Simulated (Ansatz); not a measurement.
Consider Si2Ni.

Input file:

```
crystal:
  lattice:
    - [0.0, 2.703, 2.703]
    - [2.703, 0.0, 2.703]
    - [2.703, 2.703, 0.0]
  atoms:
    - { symbol: Ni, position: [0.0, 0.0, 0.0], spin: 1.0 }
    - { symbol: Si, position: [0.75, 0.75, 0.75] }
    - { symbol: Si, position: [0.25, 0.25, 0.25] }
hamiltonian:
  xc: pbe
  pseudopotentials: { kind: paw }
magnetization:
  spin_polarized: true
kpoints:
  mp_grid: { grid: [9, 9, 9] }
scf:
  occupations: { method: gaussian, width: 0.029 }
output:
  forces: true
  stress: true
  eigenvalues: true
  write_density: true
  write_potential: true
  elf: true
  volumetric_format: npy
```

Command:

```sh
ansatz run input.yaml --threads 2 --pin off --max-ram 5632MiB --backend cpu --events-out ev --progress --plain --runs-dir out
```

Below, planes, directions and counts refer to the conventional cell (a = 5.41 Å, b = 5.41 Å, c = 5.41 Å, α = 90.00°, β = 90.00°, γ = 90.00°).

Space group Fm-3m; computed pressure about 4 GPa in this cell; the program warned that a starting moment wasn't kept; spin-polarised, but the moments vanished.

Level of theory: Ansatz, Kohn-Sham DFT of a periodic cell, PBE, Ansatz PAW.

What will maps of the valence pseudo-density and electron localisation function show?

Si–Ni (2.34 Å): the density is about 0.47 e/Å³ at the midpoint; the ELF peaks at about 0.75 in the valence shell of Si, 0.9 Å from its nucleus, and is about 0.50 at the midpoint.

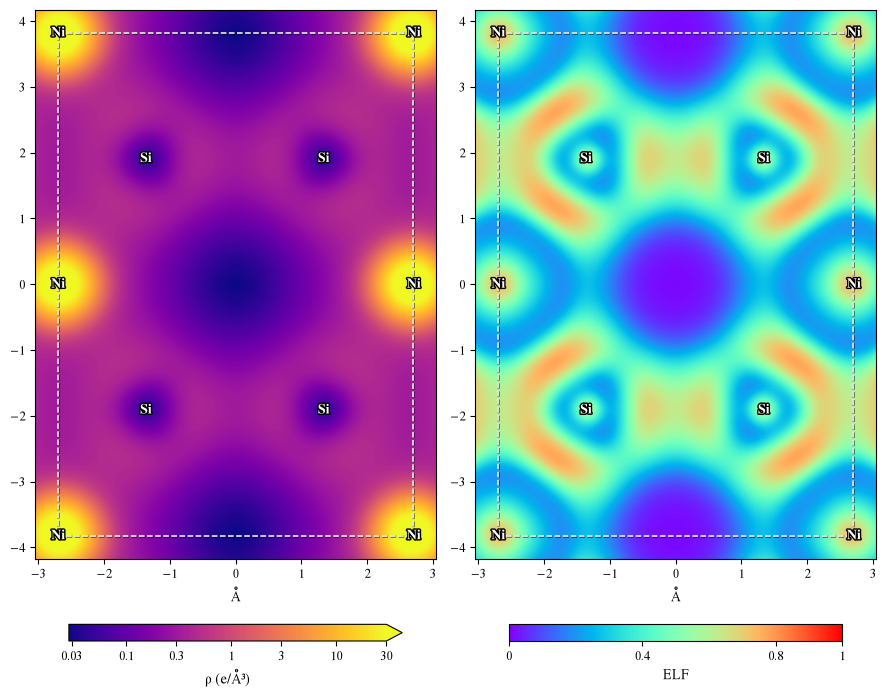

Computed valence pseudo-density and electron localisation function on the (101) plane of the conventional cell, in this order. 

Core electrons are frozen (PAW), and the valence fields are smoothed inside the atomic spheres.
